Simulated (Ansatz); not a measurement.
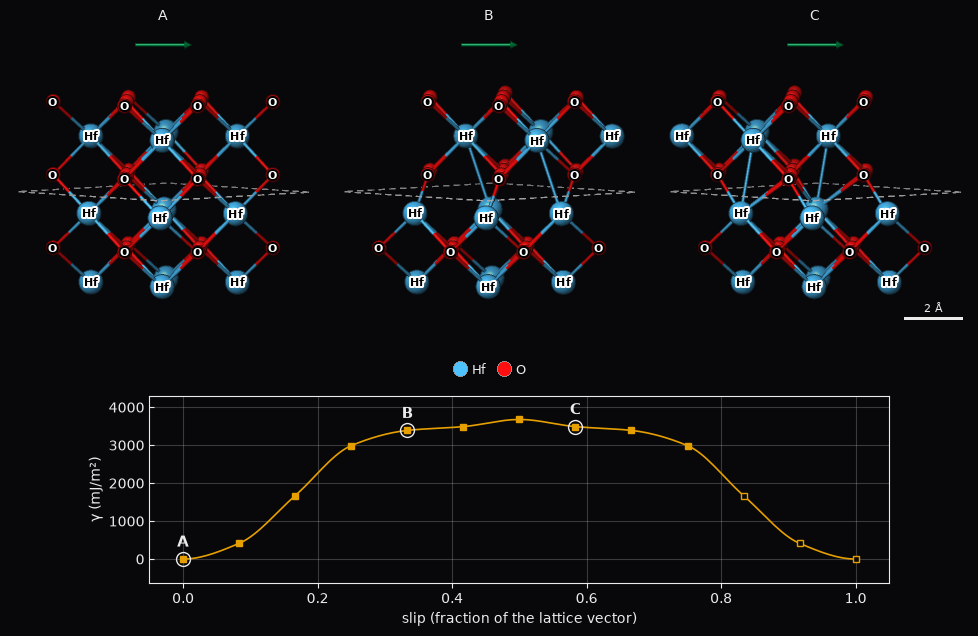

A crystal of HfO$_{2}$ (Fm-3m): the crystal above a cut along the (0 0 1) plane of the conventional cell (between a plane of Hf below and one of O above, 1.28 Å apart) is slid rigidly by fractions of an in-plane lattice vector 5.12 Å long (a generalised stacking fault). One cut stands in each cell, which starts 10.2 Å high; nothing is relaxed, and the dashed outline marks the cut, the arrow on top the direction of slip. The lettered frames are marked on the plot. Hollow markers are points alike by symmetry, not computed again. Style: ball-and-stick. Shown: the layers on both sides of the cut, from the side, nearly along the cut plane.

Theory: DFT r2SCAN, scalar-relativistic, plane waves, PAW (Ansatz 0.2.0). (plane-wave cutoff 500 eV; k-point mesh 6 × 6 × 3; occupations gaussian; smearing width 0.05 eV; no spin polarisation). Energies (free energies at the smearing named) are counted from the cell as listed in its source, which wasn't relaxed.

**What does the scan show?**

The curve starts and ends at zero, since a full lattice vector restores the crystal. Its highest computed point is 3677 mJ/m² at slip 0.50, which the unstable stacking-fault energy of this rigid path equals or slightly exceeds. No local minimum shows among the points, so there is no metastable fault on this line. The path is symmetric about half-way. Relaxation across the fault would lower the values.

The computed points:

| slip (fraction of the lattice vector) | γ (mJ/m²) |
| --- | --- |
| 0.000 | 0 |
| 0.083 | 413 |
| 0.167 | 1671 |
| 0.250 | 2987 |
| 0.333 | 3388 |
| 0.417 | 3489 |
| 0.500 | 3677 |
| 0.583 | 3489 |
| 0.667 | 3388 |
| 0.750 | 2987 |
| 0.833 | 1671 |
| 0.917 | 413 |
| 1.000 | 0 |

Points that are alike by symmetry were computed once.
